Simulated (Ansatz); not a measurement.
**What a change does: band-structure calculation on CaO**

System: CaO (R-3m, 2 atoms in the cell).
Method of run 1: DFT, r2SCAN, plane waves, PAW, no spin polarisation (Ansatz 0.2.0).

The structure was built on a prototype by a generator. The geometry comes from this level: r2SCAN (a point of a series of strains). Text and figures count atoms from 1; the logs count them from 0 in places.

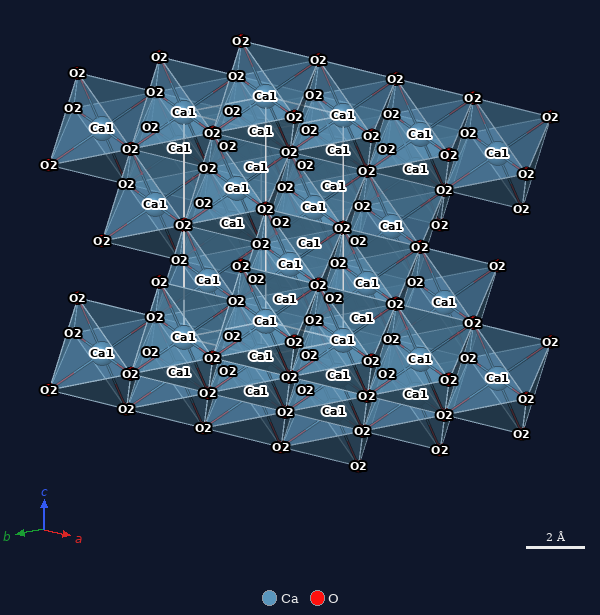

The input geometry (polyhedral view of the cell 3 times as large as that of the calculation, set on its symmetry axes, repeated 3 × 2 × 1, seen at an oblique angle; polyhedra are completed across the faces of the cell; atoms are numbered from 1 in the order of the input).

**The input, run 1**
```yaml
crystal:
  lattice:
    - [0.1225927622, 2.4033821821, 2.4033821821]
    - [2.4033821821, 0.1225927622, 2.4033821821]
    - [2.4033821821, 2.4033821821, 0.1225927622]
  atoms:
    - { symbol: Ca, position: [0.0, 0.0, 0.0] }
    - { symbol: O, position: [0.5, 0.5, 0.5] }
kpoints:
  mp_grid: { grid: [10, 10, 10] }
  band_path:
    path:
      - [0.0, 0.0, 0.0]
      - [0.5, 0.0, 0.5]
      - [0.625, 0.25, 0.625]
      - [0.375, 0.375, 0.75]
      - [0.5, 0.5, 0.5]
      - [0.5, 0.25, 0.75]
      - [0.0, 0.5, 0.5]
    npoints: 1
hamiltonian:
  xc: r2scan
scf:
  occupations: { method: fixed }
  n_extra_bands: 4
output:
  forces: true
  stress: true
  eigenvalues: true
```

Launched with:
```bash
ansatz run input.yaml --threads 4 --pin off --max-ram 3686MiB --backend cpu --events-out ev --progress --plain --runs-dir out
```

Hardware: 4 threads of an x86-64 CPU, shared host.

**Output, shortened to warnings, some set-up lines, iterations and results (run 1)**
```
Basis set: ecut = 500 eV, 653 PW (Γ), exchange–correlation on 100×100×100 points (64 copies of the dense FFT grid, shifted against one another)
Symmetry: 12 space group operations
k-points: 116 of 1000
Initial density: superposition of atomic densities (neutral atoms: chi_scale 0, normalization atom), corrected by the library's trained network
[...]
SCF iter   1: F=—  HF=-2393.898174 eV  |F-HF|=—  |Δ(HF+E_count)|=         —  Δρ=1.11e-2  dr2=3.76e-2  dr2_τ=7.14e-2  ethr=1.77e-3  ⟨swp⟩=4.6  Hψ=8309  notcnv=0  defer=68
SCF iter   2: F=—  HF=-2393.985737 eV  |F-HF|=—  |Δ(HF+E_count)|=   8.76e-2  Δρ=9.55e-3  dr2=1.29e-2  dr2_τ=3.28e-3  ethr=2.35e-4  ⟨swp⟩=2.1  Hψ=3090  notcnv=0  defer=184
SCF iter   3: F=—  HF=-2393.982782 eV  |F-HF|=—  |Δ(HF+E_count)|=   2.95e-3  Δρ=2.54e-3  dr2=8.00e-4  dr2_τ=8.20e-5  ethr=8.06e-5  ⟨swp⟩=2.0  Hψ=1976  notcnv=0  defer=228
SCF iter   4: F=—  HF=-2393.982699 eV  |F-HF|=—  |Δ(HF+E_count)|=   8.36e-5  Δρ=5.48e-4  dr2=2.50e-5  dr2_τ=9.22e-6  ethr=5.00e-6  ⟨swp⟩=2.7  Hψ=2288  notcnv=0  defer=229
SCF iter   5: F=—  HF=-2393.982702 eV  |F-HF|=—  |Δ(HF+E_count)|=   3.45e-6  Δρ=7.23e-5  dr2=2.89e-7  dr2_τ=1.05e-7  ethr=1.56e-7  ⟨swp⟩=2.0  Hψ=1755  notcnv=0  defer=14
SCF iter   6: F=-2393.982702 eV  HF=-2393.982702 eV  |F-HF|=1.01e-9  |Δ(HF+E_count)|=   3.58e-7  Δρ=7.26e-6  dr2=4.71e-9  dr2_τ=1.10e-9  ethr=6.25e-10  ⟨swp⟩=6.7  Hψ=8504  …
SCF 1 converged in 6 iterations: F = -2393.982702 eV  dr2 = 4.71e-9
NSCF: frozen V_eff on 7 k-points
SCF converged after 6 iterations
Free energy (F): -2393.982702 eV
Harris-Foulkes:  -2393.982702 eV  (|F-HF|=1.01e-9)
Internal energy: -2393.982702 eV  (E = F + TS)
E sigma→0 (E₀):  -2393.982702 eV
Fermi energy:    8.395736 eV
--- Per-component energies (eV) ---
  E_band       = -97.919963
  E_kinetic    = 459.927787
  E_local      = -848.509667  (includes V_loc(G=0)·N_el)
  E_nonlocal   = 110.758579
  E_hartree    = 281.751900
  E_xc         = -213.125014
  E_vxc        = -303.771016  (∫ρ·V_xc dr)
  E_paw        = -1023.958521  (= ΣΔE_a)
  E_vpaw       = -98.390081  (= ΣTr[D̂ρ^β])
  E_aug_tail   = 0.001036  (compensation charges beyond the density's cutoff)
  E_vtau       = 18.559367  (kinetic-family band-sum trace: ∫τ·v_τ [+ j·A + Jᵃ·Aᵃ] dr)
  E_ewald      = -1160.576195
  E_core_change = -0.252606  (= ΣΔE_core)
  E_smearing   = -0.000000  (= −TS)
  E_closure    = -0.000000  (closes the sum)
  Σ components = -2393.982702   (vs F -2393.982702, Δ=0.00e0)
--- Forces (eV/Å), atoms counted from 1 ---
  atom   1  Ca    -0.00000000    -0.00000000    -0.00000000
  atom   2  O      0.00000000    -0.00000000    -0.00000000
  max |Σ_I F_I| component: 1.42e-29 eV/Å
--- Stress (GPa, compression-positive) ---
        9.499116      -4.750265      -4.750265
       -4.750265       9.499116      -4.750265
       -4.750265      -4.750265       9.499116
  P = ⅓ Tr σ = 9.4991 GPa (94.991 kbar)
```

For run 2 the input was changed thus:
```diff
-  xc: r2scan
+  xc: pbe
-  occupations: { method: fixed }
+  occupations: { method: fermi_dirac, width: 0.02 }
```

Predict how the results change.

The total energies belong to different methods, so their difference says nothing on which is more stable or more accurate. The gap on the mesh goes from 4.01 to 3.47 eV. The pressure goes from 9.50 to 11.91 GPa. The functional changes from r2SCAN to PBE. The SCF takes 7 iterations against 6. The default cutoff goes from 500 to 420 eV with the change. The plane waves at Γ go from 653 to 507.

**Output, shortened to warnings, some set-up lines, iterations and results (run 2)**
```
Basis set: ecut = 420 eV, 507 PW (Γ), exchange–correlation on 48×48×48 points (8 copies of the dense FFT grid, shifted against one another)
Symmetry: 12 space group operations
k-points: 116 of 1000
Initial density: superposition of atomic densities (neutral atoms: chi_scale 0, normalization atom), corrected by the library's trained network
[...]
SCF iter   1: F=—  HF=-2387.579308 eV  |F-HF|=—  |Δ(HF+E_count)|=         —  Δρ=7.33e-4  dr2=4.45e-5  ethr=1.77e-3  ⟨swp⟩=7.9  Hψ=10169  notcnv=0
SCF iter   2: F=—  HF=-2387.579300 eV  |F-HF|=—  |Δ(HF+E_count)|=   7.87e-6  Δρ=8.44e-4  dr2=1.72e-4  ethr=2.78e-7  ⟨swp⟩=2.8  Hψ=3648  notcnv=0
SCF iter   3: F=—  HF=-2387.579285 eV  |F-HF|=—  |Δ(HF+E_count)|=   1.56e-5  Δρ=2.69e-4  dr2=1.24e-5  ethr=2.78e-7  ⟨swp⟩=2.0  Hψ=1852  notcnv=0
SCF iter   4: F=—  HF=-2387.579316 eV  |F-HF|=—  |Δ(HF+E_count)|=   3.14e-5  Δρ=6.43e-5  dr2=3.95e-7  ethr=7.76e-8  ⟨swp⟩=3.0  Hψ=2320  notcnv=0
SCF iter   5: F=—  HF=-2387.579318 eV  |F-HF|=—  |Δ(HF+E_count)|=   1.47e-6  Δρ=6.84e-5  dr2=1.07e-6  ethr=2.47e-9  ⟨swp⟩=2.0  Hψ=2204  notcnv=0
SCF iter   6: F=—  HF=-2387.579317 eV  |F-HF|=—  |Δ(HF+E_count)|=   2.22e-7  Δρ=2.24e-5  dr2=1.12e-7  ethr=2.47e-9  ⟨swp⟩=2.0  Hψ=1740  notcnv=0
SCF iter   7: F=-2387.579317 eV  HF=-2387.579317 eV  |F-HF|=6.42e-9  |Δ(HF+E_count)|=   2.53e-8  Δρ=5.97e-6  dr2=7.96e-9  ethr=6.25e-10  ⟨swp⟩=3.9  Hψ=4000  notcnv=0
SCF 1 converged in 7 iterations: F = -2387.579317 eV  dr2 = 7.96e-9
NSCF: frozen V_eff on 7 k-points
SCF converged after 7 iterations
Free energy (F): -2387.579317 eV
Harris-Foulkes:  -2387.579317 eV  (|F-HF|=6.42e-9)
Internal energy: -2387.579317 eV  (E = F + TS)
E sigma→0 (E₀):  -2387.579317 eV
Fermi energy:    10.471574 eV
--- Per-component energies (eV) ---
  E_band       = -84.461102
  E_kinetic    = 459.138348
  E_local      = -848.951440  (includes V_loc(G=0)·N_el)
  E_nonlocal   = 111.842935
  E_hartree    = 281.709685
  E_xc         = -214.105050
  E_vxc        = -269.476442  (∫ρ·V_xc dr)
  E_paw        = -1016.640043  (= ΣΔE_a)
  E_vpaw       = -100.434490  (= ΣTr[D̂ρ^β])
  E_aug_tail   = 0.002444  (compensation charges beyond the density's cutoff)
  E_ewald      = -1160.576195
  E_smearing   = -0.000000  (= −TS)
  E_closure    = 0.000000  (closes the sum)
  Σ components = -2387.579317   (vs F -2387.579317, Δ=0.00e0)
--- Forces (eV/Å), atoms counted from 1 ---
  atom   1  Ca    -0.00000000     0.00000000     0.00000000
  atom   2  O      0.00000000     0.00000000     0.00000000
  max |Σ_I F_I| component: 8.41e-30 eV/Å
--- Stress (GPa, compression-positive) ---
       11.910631      -4.575206      -4.575206
       -4.575206      11.910631      -4.575206
       -4.575206      -4.575206      11.910631
  P = ⅓ Tr σ = 11.9106 GPa (119.106 kbar)
```

**The two runs side by side**

| quantity | run 1 | run 2 |
| --- | --- | --- |
| outcome | converged | converged |
| free energy per atom (eV) | −1196.9914 | −1193.7897 |
| gap on the mesh (eV) | 4.01 | 3.47 |
| pressure (GPa) | 9.50 | 11.91 |
| largest force (eV/Å) | 0.000 | 0.000 |
| SCF iterations | 6 | 7 |
| irreducible k-points | 116 | 116 |
| plane waves at Γ | 653 | 507 |
| wall time (shared host) | 3.1 s | 1.9 s |

For run 1: The cell is under a pressure of 9.5 GPa at this level, so it is not at its equilibrium volume. For run 2: The cell is under a pressure of 11.9 GPa at this level, so it is not at its equilibrium volume.
